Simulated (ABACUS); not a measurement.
Geometry relaxation of TiO$_{2}$ (part 3 of 3)

The same run, continued: TiO$_{2}$ (Pnma, 12 atoms in the cell); Kohn-Sham DFT of a periodic cell, PBE, PseudoDojo NC SR 0.4.1 PBE standard (ABACUS 3.10.1); cutoff 1360.57 eV, 2×6×4 k-mesh, fermi-dirac of 0.05 eV. The structure derives from an entry of the Crystallography Open Database. The run did not end well. It belongs to a series of runs on one base structure; here: strain_along_c = 0.06.

Geometry of the input (Å; fractional positions):
```
9.4590  0.0000  0.0000
0.0000  2.9585  0.0000
0.0000  0.0000  5.1963
Ti 0.6369  0.2500  0.5646
Ti 0.3631  0.7500  0.4354
Ti 0.8631  0.7500  0.0646
Ti 0.1369  0.2500  0.9354
O  0.4724  0.2500  0.2916
O  0.5276  0.7500  0.7084
O  0.0276  0.7500  0.7916
O  0.9724  0.2500  0.2084
O  0.7663  0.2500  0.8635
O  0.2337  0.7500  0.1365
O  0.7337  0.7500  0.3635
O  0.2663  0.2500  0.6365
```

File warning.log, continued:
```
                 charge before normalized = 96.0000001514055
                  charge after normalized = 96.0000000000002
                 charge before normalized = 96.0000000000012
                  charge after normalized = 95.9999999999999
                 charge before normalized = 96.0000001514119
                  charge after normalized = 95.9999999999999
                 charge before normalized = 95.9999999999989
                  charge after normalized = 96
                 charge before normalized = 96.0000001514146
                  charge after normalized = 96.0000000000008
                 charge before normalized = 96.0000000000009
                  charge after normalized = 95.9999999999998
                 charge before normalized = 96.0000001514152
                  charge after normalized = 95.9999999999992
                 charge before normalized = 95.9999999999985
                  charge after normalized = 96
```

Trajectory as extended XYZ (Å, eV, eV/Å), 11 frames, from step=0 to step=10:
```
12
Lattice="9.4590 0.0000 0.0000 0.0000 2.9585 0.0000 0.0000 0.0000 5.1963" Properties=species:S:1:pos:R:3:forces:R:3 step=0 energy=-10078.00847 pressure_GPa=-7.38
Ti    6.0244    0.7396    2.9340    0.3012   0.0000   0.2662
Ti    3.4346    2.2189    2.2623   -0.3012   0.0000  -0.2662
Ti    8.1641    2.2189    0.3358   -0.3012   0.0000   0.2662
Ti    1.2949    0.7396    4.8605    0.3012   0.0000  -0.2662
O     4.4684    0.7396    1.5152   -0.2516   0.0000   1.1880
O     4.9906    2.2189    3.6811    0.2516   0.0000  -1.1880
O     0.2611    2.2189    4.1134    0.2516   0.0000   1.1880
O     9.1979    0.7396    1.0829   -0.2516   0.0000  -1.1880
O     7.2484    0.7396    4.4870    0.0898   0.0000   0.0843
O     2.2106    2.2189    0.7093   -0.0898   0.0000  -0.0843
O     6.9401    2.2189    1.8889   -0.0898   0.0000   0.0843
O     2.5189    0.7396    3.3075    0.0898   0.0000  -0.0843
12
Lattice="9.4590 0.0000 0.0000 0.0000 2.9585 0.0000 0.0000 0.0000 5.1963" Properties=species:S:1:pos:R:3:forces:R:3 step=1 energy=-10078.06976 pressure_GPa=-6.72
Ti    6.0274    0.7396    2.9367    0.2762   0.0000   0.2444
Ti    3.4316    2.2189    2.2597   -0.2762   0.0000  -0.2444
Ti    8.1611    2.2189    0.3385   -0.2762   0.0000   0.2444
Ti    1.2979    0.7396    4.8578    0.2762   0.0000  -0.2444
O     4.4659    0.7396    1.5271   -0.2303   0.0000   1.0071
O     4.9931    2.2189    3.6692    0.2303   0.0000  -1.0071
O     0.2636    2.2189    4.1253    0.2303   0.0000   1.0071
O     9.1954    0.7396    1.0710   -0.2303   0.0000  -1.0071
O     7.2493    0.7396    4.4879    0.0417   0.0000   0.0471
O     2.2097    2.2189    0.7085   -0.0417   0.0000  -0.0471
O     6.9392    2.2189    1.8897   -0.0417   0.0000   0.0471
O     2.5198    0.7396    3.3066    0.0417   0.0000  -0.0471
12
Lattice="9.4590 0.0000 0.0000 0.0000 2.9585 0.0000 0.0000 0.0000 5.1963" Properties=species:S:1:pos:R:3:forces:R:3 step=2 energy=-10078.15806 pressure_GPa=-5.49
Ti    6.0332    0.7396    2.9418    0.2315   0.0000   0.2039
Ti    3.4258    2.2189    2.2545   -0.2315   0.0000  -0.2039
Ti    8.1553    2.2189    0.3436   -0.2315   0.0000   0.2039
Ti    1.3037    0.7396    4.8527    0.2315   0.0000  -0.2039
O     4.4611    0.7396    1.5491   -0.1917   0.0000   0.6709
O     4.9979    2.2189    3.6473    0.1917   0.0000  -0.6709
O     0.2684    2.2189    4.1472    0.1917   0.0000   0.6709
O     9.1906    0.7396    1.0491   -0.1917   0.0000  -0.6709
O     7.2506    0.7396    4.4892   -0.0430   0.0000  -0.0188
O     2.2084    2.2189    0.7072    0.0430   0.0000   0.0188
O     6.9379    2.2189    1.8910    0.0430   0.0000  -0.0188
O     2.5211    0.7396    3.3053   -0.0430   0.0000   0.0188
12
Lattice="9.4590 0.0000 0.0000 0.0000 2.9585 0.0000 0.0000 0.0000 5.1963" Properties=species:S:1:pos:R:3:forces:R:3 step=3 energy=-10078.22566 pressure_GPa=-3.83
Ti    6.0415    0.7396    2.9491    0.1704   0.0000   0.1483
Ti    3.4175    2.2189    2.2473   -0.1704   0.0000  -0.1483
Ti    8.1470    2.2189    0.3509   -0.1704   0.0000   0.1483
Ti    1.3120    0.7396    4.8454    0.1704   0.0000  -0.1483
O     4.4542    0.7396    1.5776   -0.1447   0.0000   0.2333
O     5.0048    2.2189    3.6187    0.1447   0.0000  -0.2333
O     0.2753    2.2189    4.1758    0.1447   0.0000   0.2333
O     9.1837    0.7396    1.0205   -0.1447   0.0000  -0.2333
O     7.2512    0.7396    4.4901   -0.1407   0.0000  -0.0950
O     2.2078    2.2189    0.7063    0.1407   0.0000   0.0950
O     6.9373    2.2189    1.8919    0.1407   0.0000  -0.0950
O     2.5217    0.7396    3.3044   -0.1407   0.0000   0.0950
12
Lattice="9.4590 0.0000 0.0000 0.0000 2.9585 0.0000 0.0000 0.0000 5.1963" Properties=species:S:1:pos:R:3:forces:R:3 step=4 energy=-10078.24232 pressure_GPa=-2.02
Ti    6.0520    0.7396    2.9583    0.0803   0.0000   0.0781
Ti    3.4070    2.2189    2.2380   -0.0803   0.0000  -0.0781
Ti    8.1365    2.2189    0.3601   -0.0803   0.0000   0.0781
Ti    1.3225    0.7396    4.8362    0.0803   0.0000  -0.0781
O     4.4454    0.7396    1.6075   -0.1033   0.0000  -0.2154
O     5.0136    2.2189    3.5888    0.1033   0.0000   0.2154
O     0.2841    2.2189    4.2057    0.1033   0.0000  -0.2154
O     9.1749    0.7396    0.9907   -0.1033   0.0000   0.2154
O     7.2492    0.7396    4.4892   -0.2088   0.0000  -0.1472
O     2.2098    2.2189    0.7071    0.2088   0.0000   0.1472
O     6.9393    2.2189    1.8910    0.2088   0.0000  -0.1472
O     2.5197    0.7396    3.3053   -0.2088   0.0000   0.1472
12
Lattice="9.4590 0.0000 0.0000 0.0000 2.9585 0.0000 0.0000 0.0000 5.1963" Properties=species:S:1:pos:R:3:forces:R:3 step=5 energy=-10078.24364 pressure_GPa=-2.04
Ti    6.0522    0.7396    2.9585    0.0747   0.0000   0.0776
Ti    3.4068    2.2189    2.2378   -0.0747   0.0000  -0.0776
Ti    8.1363    2.2189    0.3603   -0.0747   0.0000   0.0776
Ti    1.3227    0.7396    4.8360    0.0747   0.0000  -0.0776
O     4.4452    0.7396    1.6070   -0.1042   0.0000  -0.2045
O     5.0138    2.2189    3.5894    0.1042   0.0000   0.2045
O     0.2843    2.2189    4.2051    0.1042   0.0000  -0.2045
O     9.1747    0.7396    0.9912   -0.1042   0.0000   0.2045
O     7.2487    0.7396    4.4888   -0.2007   0.0000  -0.1417
O     2.2103    2.2189    0.7075    0.2007   0.0000   0.1417
O     6.9398    2.2189    1.8906    0.2007   0.0000  -0.1417
O     2.5192    0.7396    3.3057   -0.2007   0.0000   0.1417
12
Lattice="9.4590 0.0000 0.0000 0.0000 2.9585 0.0000 0.0000 0.0000 5.1963" Properties=species:S:1:pos:R:3:forces:R:3 step=6 energy=-10078.24609 pressure_GPa=-2.09
Ti    6.0526    0.7396    2.9589    0.0641   0.0000   0.0765
Ti    3.4064    2.2189    2.2374   -0.0641   0.0000  -0.0765
Ti    8.1359    2.2189    0.3607   -0.0641   0.0000   0.0765
Ti    1.3231    0.7396    4.8356    0.0641   0.0000  -0.0765
O     4.4447    0.7396    1.6059   -0.1059   0.0000  -0.1833
O     5.0143    2.2189    3.5904    0.1059   0.0000   0.1833
O     0.2848    2.2189    4.2041    0.1059   0.0000  -0.1833
O     9.1742    0.7396    0.9922   -0.1059   0.0000   0.1833
O     7.2476    0.7396    4.4881   -0.1847   0.0000  -0.1308
O     2.2114    2.2189    0.7082    0.1847   0.0000   0.1308
O     6.9409    2.2189    1.8899    0.1847   0.0000  -0.1308
O     2.5181    0.7396    3.3064   -0.1847   0.0000   0.1308
12
Lattice="9.4590 0.0000 0.0000 0.0000 2.9585 0.0000 0.0000 0.0000 5.1963" Properties=species:S:1:pos:R:3:forces:R:3 step=7 energy=-10078.24932 pressure_GPa=-2.15
Ti    6.0531    0.7396    2.9595    0.0497   0.0000   0.0746
Ti    3.4059    2.2189    2.2369   -0.0497   0.0000  -0.0746
Ti    8.1354    2.2189    0.3613   -0.0497   0.0000   0.0746
Ti    1.3236    0.7396    4.8350    0.0497   0.0000  -0.0746
O     4.4439    0.7396    1.6044   -0.1076   0.0000  -0.1532
O     5.0151    2.2189    3.5919    0.1076   0.0000   0.1532
O     0.2856    2.2189    4.2026    0.1076   0.0000  -0.1532
O     9.1734    0.7396    0.9938   -0.1076   0.0000   0.1532
O     7.2462    0.7396    4.4870   -0.1615   0.0000  -0.1150
O     2.2128    2.2189    0.7093    0.1615   0.0000   0.1150
O     6.9423    2.2189    1.8889    0.1615   0.0000  -0.1150
O     2.5167    0.7396    3.3075   -0.1615   0.0000   0.1150
12
Lattice="9.4590 0.0000 0.0000 0.0000 2.9585 0.0000 0.0000 0.0000 5.1963" Properties=species:S:1:pos:R:3:forces:R:3 step=8 energy=-10078.25283 pressure_GPa=-2.23
Ti    6.0538    0.7396    2.9603    0.0331   0.0000   0.0719
Ti    3.4052    2.2189    2.2361   -0.0331   0.0000  -0.0719
Ti    8.1347    2.2189    0.3621   -0.0331   0.0000   0.0719
Ti    1.3243    0.7396    4.8342    0.0331   0.0000  -0.0719
O     4.4428    0.7396    1.6025   -0.1086   0.0000  -0.1161
O     5.0162    2.2189    3.5938    0.1086   0.0000   0.1161
O     0.2867    2.2189    4.2007    0.1086   0.0000  -0.1161
O     9.1723    0.7396    0.9956   -0.1086   0.0000   0.1161
O     7.2443    0.7396    4.4857   -0.1320   0.0000  -0.0950
O     2.2147    2.2189    0.7106    0.1320   0.0000   0.0950
O     6.9442    2.2189    1.8875    0.1320   0.0000  -0.0950
O     2.5148    0.7396    3.3088   -0.1320   0.0000   0.0950
12
Lattice="9.4590 0.0000 0.0000 0.0000 2.9585 0.0000 0.0000 0.0000 5.1963" Properties=species:S:1:pos:R:3:forces:R:3 step=9 energy=-10078.25612 pressure_GPa=-2.30
Ti    6.0545    0.7396    2.9612    0.0166   0.0000   0.0680
Ti    3.4045    2.2189    2.2351   -0.0166   0.0000  -0.0680
Ti    8.1340    2.2189    0.3631   -0.0166   0.0000   0.0680
Ti    1.3250    0.7396    4.8333    0.0166   0.0000  -0.0680
O     4.4414    0.7396    1.6004   -0.1077   0.0000  -0.0743
O     5.0176    2.2189    3.5959    0.1077   0.0000   0.0743
O     0.2881    2.2189    4.1986    0.1077   0.0000  -0.0743
O     9.1709    0.7396    0.9978   -0.1077   0.0000   0.0743
O     7.2421    0.7396    4.4841   -0.0972   0.0000  -0.0715
O     2.2169    2.2189    0.7122    0.0972   0.0000   0.0715
O     6.9464    2.2189    1.8860    0.0972   0.0000  -0.0715
O     2.5126    0.7396    3.3104   -0.0972   0.0000   0.0715
12
Lattice="9.4590 0.0000 0.0000 0.0000 2.9585 0.0000 0.0000 0.0000 5.1963" Properties=species:S:1:pos:R:3:forces:R:3 step=10 energy=-10078.25880 pressure_GPa=-2.36
Ti    6.0552    0.7396    2.9624    0.0028   0.0000   0.0624
Ti    3.4038    2.2189    2.2339   -0.0028   0.0000  -0.0624
Ti    8.1333    2.2189    0.3643   -0.0028   0.0000   0.0624
Ti    1.3257    0.7396    4.8321    0.0028   0.0000  -0.0624
O     4.4396    0.7396    1.5981   -0.1033   0.0000  -0.0311
O     5.0194    2.2189    3.5982    0.1033   0.0000   0.0311
O     0.2899    2.2189    4.1963    0.1033   0.0000  -0.0311
O     9.1691    0.7396    1.0000   -0.1033   0.0000   0.0311
O     7.2396    0.7396    4.4824   -0.0587   0.0000  -0.0458
O     2.2194    2.2189    0.7139    0.0587   0.0000   0.0458
O     6.9489    2.2189    1.8842    0.0587   0.0000  -0.0458
O     2.5101    0.7396    3.3121   -0.0587   0.0000   0.0458
```

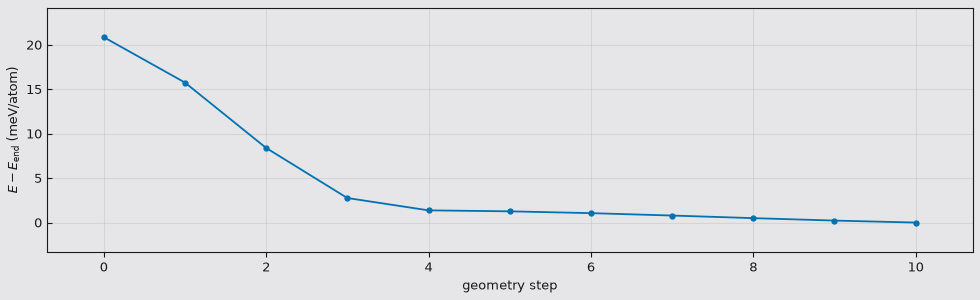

*Progress of the relaxation, step by step (steps are counted from 0).*

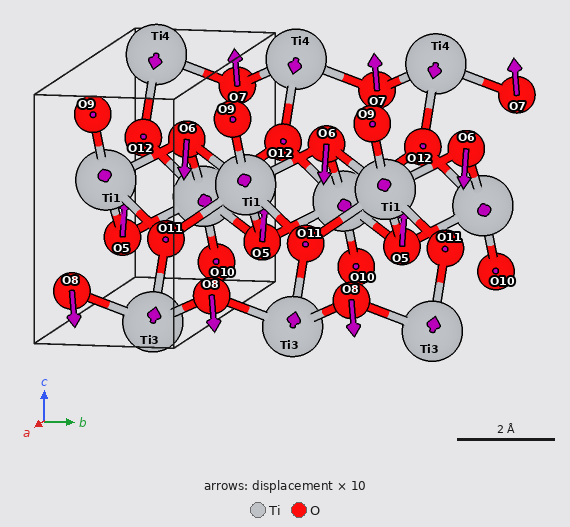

*The starting structure with the displacements as pink arrows, magnified 10 times (ball-and-stick view of the cell of the calculation, repeated 1 × 3 × 1, seen slightly off an axis).*

The run was cut off at its time limit before the relaxation converged, so the last structure is only a point on the way. Over 10 geometry steps the energy falls by 20.9 meV per atom. Largest force component: 1.2 eV/Å at the start, 0.1 eV/Å at the end. The pressure goes from −7.38 to −2.36 GPa. The largest moves, 0.088 Å, are those of O5, O6, O7 and O8. Largest moves by element: O 0.088 Å, Ti 0.042 Å. The cell doesn't change. Distances before and after: Ti1–O9 1.977 → 1.927 Å, Ti1–O6 1.953 → 1.915 Å, Ti1–O5 2.106 → 2.115 Å, Ti1–O11 2.030 → 2.037 Å. Among the angles that change: O8–Ti3–O9 171.0° → 167.0°, O7–Ti3–O8 82.3° → 78.5°, O8–Ti3–O8 98.5° → 101.2°. The space group stays Pnma (No. 62). (Atoms are counted from 1 in the order of the input.)
